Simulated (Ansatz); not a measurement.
The compound is BeTe (space group F-43m, No. 216), taken as coordinates from a relaxation with Ansatz, DFT, PBE, plane waves, PAW.

```cif
data_structure
_symmetry_space_group_name_H-M 'P 1'
_symmetry_Int_Tables_number 1
_cell_length_a 5.6637
_cell_length_b 5.6637
_cell_length_c 5.6637
_cell_angle_alpha 90.000
_cell_angle_beta 90.000
_cell_angle_gamma 90.000
_cell_volume 181.68
loop_
_atom_site_label
_atom_site_type_symbol
_atom_site_fract_x
_atom_site_fract_y
_atom_site_fract_z
_atom_site_occupancy
Be1 Be 0.00000 0.00000 0.00000 1
Te1 Te 0.25000 0.25000 0.75000 1
Be2 Be 0.00000 0.50000 0.50000 1
Te2 Te 0.25000 0.75000 0.25000 1
Be3 Be 0.50000 0.00000 0.50000 1
Te3 Te 0.75000 0.25000 0.25000 1
Be4 Be 0.50000 0.50000 0.00000 1
Te4 Te 0.75000 0.75000 0.75000 1
```

Bonds are taken as Be–Te below 2.8 Å; no other contact counts. The graph is simplified in the usual way: terminal and isolated atoms are pruned, two-connected atoms become edges.

Derive the underlying net.

The result is a uninodal 4-connected, three-periodic net: Be and Te are 4-connected nodes. It is the dia net, known from diamond, zinc blende and cristobalite. It is a single net, without interpenetration.

```tsv
node	links	point symbol	coordination sequence
Be and Te	4	6⁶	4 12 24 42 64
```

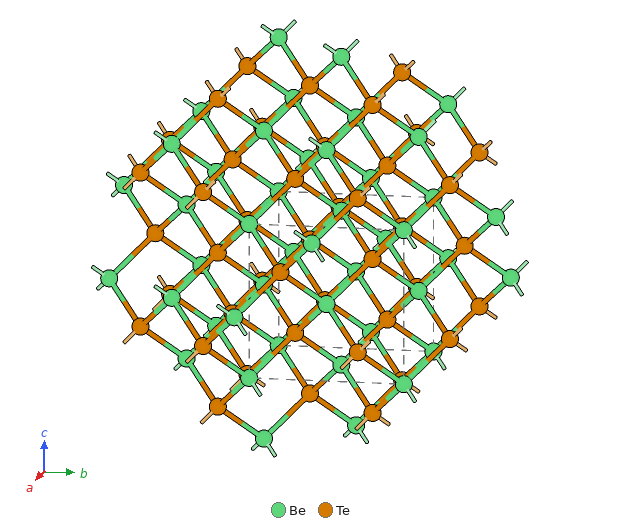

Nodes are coloured by element. Edges to nodes outside the piece are drawn as stubs.
